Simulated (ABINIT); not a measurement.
# ZnS (P6_3mc): how ε∞ follows the gap

The empty bands of ZnS (P6_3mc) are shifted up rigidly by Δ, and ε∞ along x is computed for each shift. x, y and z are the Cartesian axes of the input cell.

Symmetry: P6_3mc, No. 186, hexagonal system. The conventional cell has a = 3.811 Å, b = 3.811 Å, c = 6.234 Å, α = 90.00°, β = 90.00°, γ = 120.00°. Around Zn on site b lie 4 S at 2.31 to 2.40 Å. S on site b is surrounded by 4 Zn at 2.31 to 2.40 Å.

Method: ABINIT 10.8.3, LDA, independent particles, k-mesh 12×12×6, Lorentzian half width 0.04 eV.

Launch of the response step: `optic optic.abi`. The series took 14.8 min in all, its band step included, on 4 threads of AMD EPYC (Zen 3), with other jobs on the host.

```tsv
Δ (eV)	ε∞ along x
0.00	6.535
0.40	?
0.80	5.861
1.20	5.588
1.60	5.346
2.00	5.131
```

With one effective transition at E₀ and fixed dipole strength, ε∞ − 1 = A/(E₀ + Δ), so 1/(ε∞ − 1) is linear in Δ.

Working, on the rows shown:

| x = Δ (eV) | y = 1/(ε∞ − 1) |
| --- | --- |
| 0 | 0.180668 |
| 0.8 | 0.205719 |
| 1.2 | 0.21796 |
| 1.6 | 0.230097 |
| 2 | 0.242072 |

Means: x̄ = 1.12, ȳ = 0.2153. Σ(x − x̄)(y − ȳ) = 0.07273, Σ(x − x̄)² = 2.368. Slope = 0.07273 / 2.368 = 0.03071; intercept = ȳ − slope · x̄ = 0.1809. Turned back into ε∞ along x, the line misses the rows shown by at most 0.0072.

Fill in the last column of the withheld row.

At x = 0.4 the line gives y = 0.19319, that is 6.176. The run gave 6.174, so the interpolation is off by 0.0023, 0.2 % of the range in the table.

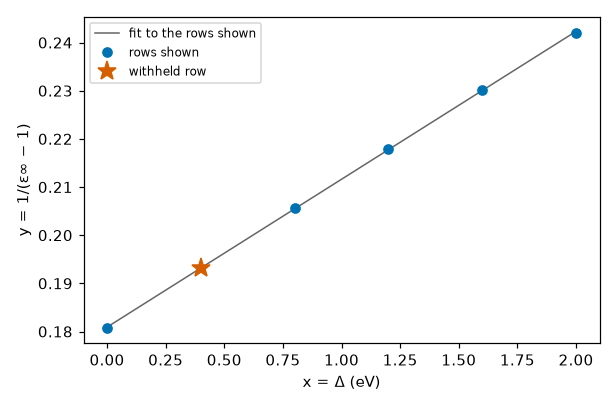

Refitted with all rows, the slope is 0.03069 and the intercept 0.18094. These give E₀ = intercept/slope = 5.9 eV, far above the least direct gap of 1.99 eV: most of the screening comes from transitions well over the edge. Over the first step ε∞ falls by 14 % per eV. The cell comes from an older database entry, whose edges can be off by a per cent or so. Excitons are left out and so are local fields; LDA gaps are as a rule too small. The values come from a sum over the points of one k-mesh and carry its error, which grows as the direct gap shrinks.

[Logs are printed without paths, hosts, clocks, repeated set-up lines and the standing remarks that a program may print on its own settings, such as how far it seeks lower states.]
